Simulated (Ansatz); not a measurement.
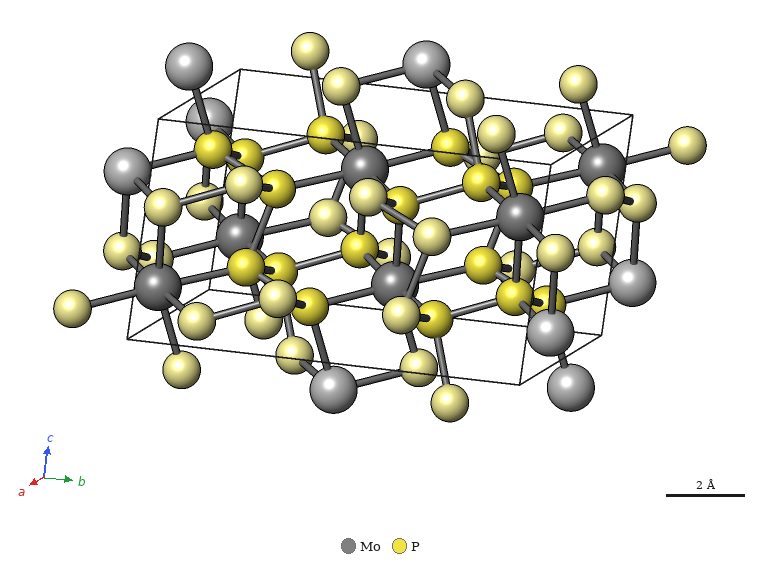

**Figure 1.** The structure as given in the input (ball-and-stick view of the cell 2 times as large as that of the calculation, set on its symmetry axes, seen slightly off an axis; neighbours outside the cell are drawn fainter). An atom can appear more than once, as a periodic image. Near neighbours in the periodic cell (some may lie outside the picture): Mo has 6 P at 2.37 to 2.44 Å; P has 2 Mo at 2.37 to 2.44 Å and 2 P at 2.19 to 2.22 Å; P has 1 Mo at 2.41 Å and 3 P at 2.20 to 2.22 Å.

# Phonon calculation of MoP4

System: MoP4 (C2/c, 10 atoms in the cell).
Method: DFT LDA, scalar-relativistic, plane waves, PAW, no spin polarisation (Ansatz 0.2.0).

The structure derives from an entry of the Crystallography Open Database. It belongs to a series of runs on one base structure; here: zone-centre phonons and field response.

Input:
```yaml
crystal:
  lattice:
    - [2.6352697511, -5.5273830918, 0.004855513]
    - [2.6352697511, 5.5273830918, 0.004855513]
    - [-2.0251786338, 0.0, 5.3845186286]
  atoms:
    - { symbol: Mo, position: [0.9416730457, 0.0583269543, 0.25] }
    - { symbol: Mo, position: [0.0583269543, 0.9416730457, 0.75] }
    - { symbol: P, position: [0.1832376847, 0.3739932202, 0.6817632952] }
    - { symbol: P, position: [0.6260067798, 0.8167623153, 0.8182367048] }
    - { symbol: P, position: [0.8167623153, 0.6260067798, 0.3182367048] }
    - { symbol: P, position: [0.3739932202, 0.1832376847, 0.1817632952] }
    - { symbol: P, position: [0.0566103148, 0.4973718101, 0.1899550103] }
    - { symbol: P, position: [0.5026281899, 0.9433896852, 0.3100449897] }
    - { symbol: P, position: [0.9433896852, 0.5026281899, 0.8100449897] }
    - { symbol: P, position: [0.4973718101, 0.0566103148, 0.6899550103] }
basis:
  ecutwfc: 420
kpoints:
  mp_grid: { grid: [8, 8, 8] }
hamiltonian:
  xc: lda
scf:
  occupations: { method: fermi_dirac, width: 0.15 }
output:
  eigenvalues: true
phonons:
  method: dfpt
  eigenvectors: true
```

Launched with:
```bash
ansatz run input.yaml --threads 4 --pin off --max-ram 12288MiB --backend cpu --events-out ev --progress --plain --runs-dir out
```

The program's output:
```
band count auto-derived: 45 (N_el = 68.0; filled up to band 34; 44 by the electrons, moments and atoms)
Engine: ansatz 0.2.0, x86_64-unknown-linux-gnu
Pseudopotentials: kind: paw
Pseudopotential: Mo, paw, valence charge 14, recommended cutoff 420 eV (normal), Mo.paw.azcp
Pseudopotential: P, paw, valence charge 5, recommended cutoff 420 eV (normal), P.paw.azcp
Functional definition: SPW92
  exchange = slater_x
  correlation = pw_c
Crystal: 10 atoms, lattice volume = 156.972 Å³
Basis set: ecut = 420 eV, 3057 PW (Γ), exchange–correlation on 90×90×80 points (8 copies of the dense FFT grid, shifted against one another)
Bands: 45, of which v1, the nominal top of the filled ones, is band 34 counted from 1 (33 counted from 0)
Symmetry: 4 space group operations
k-points: 260 of 512 (irreducible under 1 space group operation, time reversal used)
Non-local potential: Mo, projectors of the file, l = 0: 3, l = 1: 2, l = 2: 2, l = 3: 1
Non-local potential: P, projectors of the file, l = 0: 2, l = 1: 2, l = 2: 2
PAW form: soft (Blöchl's): semilocal exchange-correlation on the pseudo side does not see the compensation charge
PAW frozen core: Mo, regenerated for the run's functional, and the local potential with it (the file was generated under x = pbe(κ = 0.804, μ = 0.2195149727645171), c = pbe(β = 0.06672455060314922))
PAW frozen core: P, regenerated for the run's functional, and the local potential with it (the file was generated under x = pbe(κ = 0.804, μ = 0.2195149727645171), c = pbe(β = 0.06672455060314922))
PAW one-centre angular grid: Mo, 590 points (default); XC on 64 Gauss nodes
PAW one-centre angular grid: P, 110 points (default); XC on 64 Gauss nodes
Initial density: superposition of atomic densities (neutral atoms: chi_scale 0, normalization atom), corrected by the library's trained network
Initial wavefunctions: pseudopotential atomic-orbital guess
Functional: x = slater, c = lda
SCF iter   1: F=—  HF=-15497.808682 eV  |F-HF|=—  |Δ(HF+E_count)|=         —  Δρ=7.67e-3  dr2=1.06e-1  ethr=1.77e-3  ⟨swp⟩=8.5  Hψ=60132  notcnv=0
preconditioner: auto → Kerker (q_TF=auto, 2.373 Å⁻¹)  [metal: Δε(μ)=0.064 eV  Ē_g=8.502 eV  σ=0.150 eV  W_gap=0.11  n_scr=36 (ndim 8)  ℏωp=21.4 eV  f_vac=0.000  D(μ)=1.07/eV (n_scr^D=0)]
SCF iter   2: F=—  HF=-15497.798127 eV  |F-HF|=—  |Δ(HF+E_count)|=   1.06e-2  Δρ=3.99e-3  dr2=2.22e-2  ethr=1.56e-4  ⟨swp⟩=1.1  Hψ=13801  notcnv=0
SCF iter   3: F=—  HF=-15497.794627 eV  |F-HF|=—  |Δ(HF+E_count)|=   3.50e-3  Δρ=6.41e-4  dr2=9.52e-4  ethr=3.26e-5  ⟨swp⟩=3.0  Hψ=18513  notcnv=0
SCF iter   4: F=—  HF=-15497.794487 eV  |F-HF|=—  |Δ(HF+E_count)|=   1.40e-4  Δρ=1.60e-4  dr2=1.14e-4  ethr=1.40e-6  ⟨swp⟩=1.9  Hψ=12797  notcnv=0
SCF iter   5: F=—  HF=-15497.794468 eV  |F-HF|=—  |Δ(HF+E_count)|=   1.88e-5  Δρ=4.83e-5  dr2=1.07e-5  ethr=1.68e-7  ⟨swp⟩=2.6  Hψ=17635  notcnv=0
SCF iter   6: F=—  HF=-15497.794465 eV  |F-HF|=—  |Δ(HF+E_count)|=   3.09e-6  Δρ=1.17e-5  dr2=2.74e-7  ethr=1.57e-8  ⟨swp⟩=2.0  Hψ=16855  notcnv=0
SCF iter   7: F=—  HF=-15497.794450 eV  |F-HF|=—  |Δ(HF+E_count)|=   1.54e-5  Δρ=2.57e-6  dr2=2.00e-8  ethr=4.04e-10  ⟨swp⟩=2.1  Hψ=18260  notcnv=0
SCF iter   8: F=—  HF=-15497.794450 eV  |F-HF|=—  |Δ(HF+E_count)|=   1.75e-9  Δρ=5.90e-7  dr2=9.30e-10  ethr=2.94e-11  ⟨swp⟩=2.8  Hψ=19272  notcnv=0
SCF iter   9: F=—  HF=-15497.794450 eV  |F-HF|=—  |Δ(HF+E_count)|=  1.16e-10  Δρ=1.19e-7  dr2=3.27e-11  ethr=1.37e-12  ⟨swp⟩=2.7  Hψ=19235  notcnv=0
SCF iter  10: F=-15497.794450 eV  HF=-15497.794450 eV  |F-HF|=1.82e-12  |Δ(HF+E_count)|=  1.82e-12  Δρ=2.34e-8  dr2=1.18e-12  ethr=1.00e-12  ⟨swp⟩=8.7  Hψ=59366  notcnv=0
SCF 1 converged in 10 iterations: F = -15497.794450 eV  dr2 = 1.18e-12
  greatest PAW one-centre occupation: 0.999 electrons in one spin orbital (limit 2), on the Mo atom at site 1 (counted from 0), in its partial waves of l = 0
```

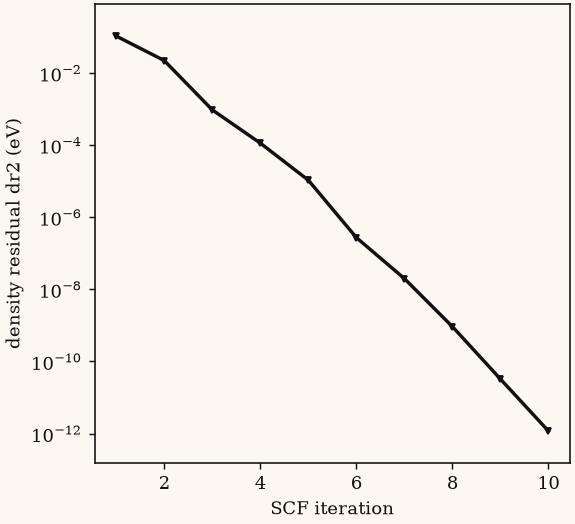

**Figure 2.** Convergence of the self-consistent field: density residual dr2 against the SCF iteration. The residual falls at every step.

```
DFPT response loops at Γ: preconditioner auto → Kerker (q_TF=auto, 2.373 Å⁻¹) (partly filled bands, converged f_vac=0.000); β = 1.00, the filter's whole step (`scf.mixing.beta` (0.50) is not read by the response loops under this deck's `scf.mixing.preconditioner`; to damp them name `kerker` or `kerker_dos`, under which they read `scf.mixing.beta`, and type it under 1.00, their step now; both keys bind the ground state too); Broyden in place of MSR1
SCF converged after 10 iterations
Free energy (F): -15497.794450 eV
Harris-Foulkes:  -15497.794450 eV  (|F-HF|=1.82e-12)
Internal energy: -15497.698704 eV  (E = F + TS)
E sigma→0 (E₀):  -15497.746577 eV
Entropy (-TS):   -0.095746 eV (-9.575 meV/atom)
Fermi energy:    12.080610 eV
--- Per-component energies (eV) ---
  E_band       = -169.641323
  E_kinetic    = 1472.549833
  E_local      = -3239.961115  (includes V_loc(G=0)·N_el)
  E_nonlocal   = 576.019672
  E_hartree    = 1171.321327
  E_xc         = -865.150346
  E_vxc        = -958.586166  (∫ρ·V_xc dr)
  E_paw        = -10500.148551  (= ΣΔE_a)
  E_vpaw       = -362.306315  (= ΣTr[D̂ρ^β])
  E_aug_tail   = 0.000081  (compensation charges beyond the density's cutoff)
  E_ewald      = -4114.214051
  E_core_change = 1.884444  (= ΣΔE_core)
  E_smearing   = -0.095746  (= −TS)
  E_closure    = 0.000000  (closes the sum)
  Σ components = -15497.794450   (vs F -15497.794450, Δ=0.00e0)
--- Band table (eV; the first three rows and the last of 260) ---
  k-point 0: bands = ["-48.6322", "-48.6100", "-23.0945", "-22.8934", "-22.8732", "-22.8720", "-22.7869", "-22.7658", "-4.1309", "-1.5662", "-0.2193", "0.1519", "0.8495", "1.3906", "2.5672", "4.6335", "4.6944", "5.2293", "5.2526", "5.7554", "6.4069", "6.8943", "7.1469", "7.2142", "7.7567", "8.1572", "8.4430", "8.5492", "8.7974", "9.4802", "11.0172", "11.4474", "11.5009", "11.8507", "12.4624", "12.5882", "13.3485", "14.4492", "14.5472", "14.6349", "14.7782", "15.6874", "15.7496", "15.8215", "15.9235"]
  k-point 1: bands = ["-48.6313", "-48.6108", "-23.0882", "-22.9092", "-22.8714", "-22.8630", "-22.7870", "-22.7671", "-4.0659", "-1.7416", "-0.2150", "0.1308", "0.9157", "1.3902", "2.7009", "4.4716", "4.7209", "5.3054", "5.3208", "5.8664", "6.4114", "6.6381", "7.1165", "7.4647", "7.7609", "8.1182", "8.2608", "8.4063", "9.2835", "9.4207", "10.7081", "11.0724", "11.5439", "12.2293", "12.4281", "12.8045", "13.5243", "14.1124", "14.4837", "14.6094", "14.7519", "15.4818", "15.5258", "15.9762", "16.0350"]
  k-point 2: bands = ["-48.6289", "-48.6132", "-23.0702", "-22.9383", "-22.8664", "-22.8541", "-22.7867", "-22.7707", "-3.8738", "-2.1639", "-0.1821", "0.0771", "1.0193", "1.3736", "3.0903", "4.2489", "4.7598", "5.1792", "5.3806", "6.1671", "6.5495", "6.6468", "7.0914", "7.4409", "7.6347", "7.8581", "8.1386", "8.7264", "9.4969", "9.6841", "10.1632", "10.4715", "11.6183", "12.2370", "12.7693", "13.0670", "13.5132", "14.1046", "14.2519", "14.4321", "14.8619", "15.2534", "15.7099", "15.7509", "16.0770"]
  k-point 259: bands = ["-48.6211", "-48.6211", "-23.0092", "-23.0092", "-22.8535", "-22.8535", "-22.7812", "-22.7812", "-2.9234", "-2.9234", "-0.4122", "-0.4122", "1.0169", "1.0169", "3.6149", "3.6149", "4.8274", "4.8274", "6.2474", "6.2474", "7.0770", "7.0770", "7.1900", "7.1900", "8.7310", "8.7310", "9.1963", "9.1963", "9.5371", "9.5371", "9.7440", "9.7440", "10.4529", "10.4529", "13.4176", "13.4176", "13.4878", "13.4878", "13.9656", "13.9656", "14.7550", "14.7550", "15.2375", "15.2375", "15.9948"]
--- Phonons (Γ-DFPT): 9 representative perturbations + reference, on 260 of 512 k-points (Σ response iterations 27) ---
  k mesh reduced under 1 symmetry operation, with k and −k counted as one. Each operation leaves every solved perturbation unchanged. A smaller set is not used because it would not reduce the number of displacements times k-points to solve
  ASR residual: 5.009e-4 → 0.000e0 eV/Å²; symmetrization residual: 1.623e-5 eV/Å²
  ASR residual per site (eV/Å²): 5.01e-4 5.01e-4 3.69e-5 3.69e-5 3.69e-5 3.69e-5 5.32e-5 5.32e-5 5.32e-5 5.32e-5
  Γ frequencies (cm⁻¹): 0.00 0.00 0.00 148.65 160.04 185.94 206.25 229.02 236.55 245.08 282.59 291.98 306.63 310.64 314.85 324.92 328.74 336.30 352.41 375.11 426.93 427.76 434.79 441.09 442.71 452.32 457.08 490.10 500.94 535.37
  non-analytic LO–TO correction: not included (Born effective charges unavailable; polar crystals: no LO–TO splitting at Γ)
```

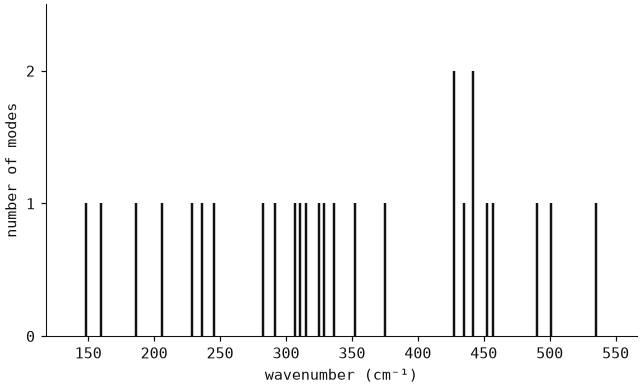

**Figure 3.** Optical phonons at the zone centre (no LO–TO term); neighbouring modes closer than 3 cm⁻¹ are counted in one stick. 27 modes from 149 to 535 cm⁻¹, none imaginary.

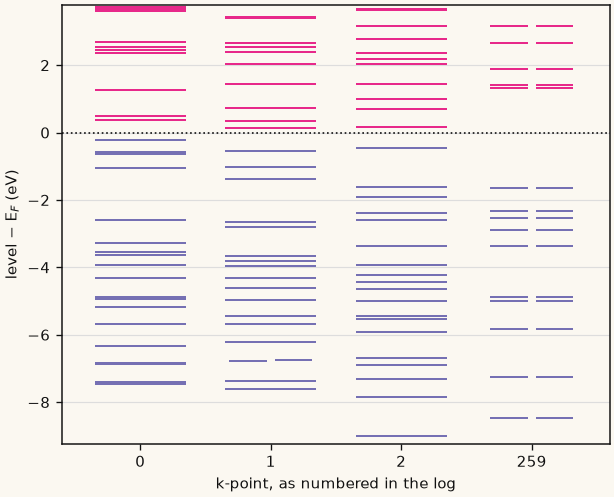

**Figure 4.** Kohn–Sham levels near the Fermi level (dotted) at the few k-points that the log prints; levels within 0.02 eV of each other stand side by side. The system is metallic on the full mesh.

Results in brief:

| quantity | value |
| --- | --- |
| outcome | converged |
| space group (tolerance 0.01 Å) | C2/c (15) |
| electrons treated | 68 |
| free energy | −15497.7944 eV |
| Fermi energy | 12.081 eV |
| gap on the k-point mesh | none (metallic) |
| hardware | 4 threads of Intel Xeon (Granite Rapids), 32 GiB of memory available, shared host |
| wall time | 4.8 min (CPU time 18 min) |
| peak memory | 5.6 GiB |

Remarks:

Results for this metal are sensitive to the k-point mesh.
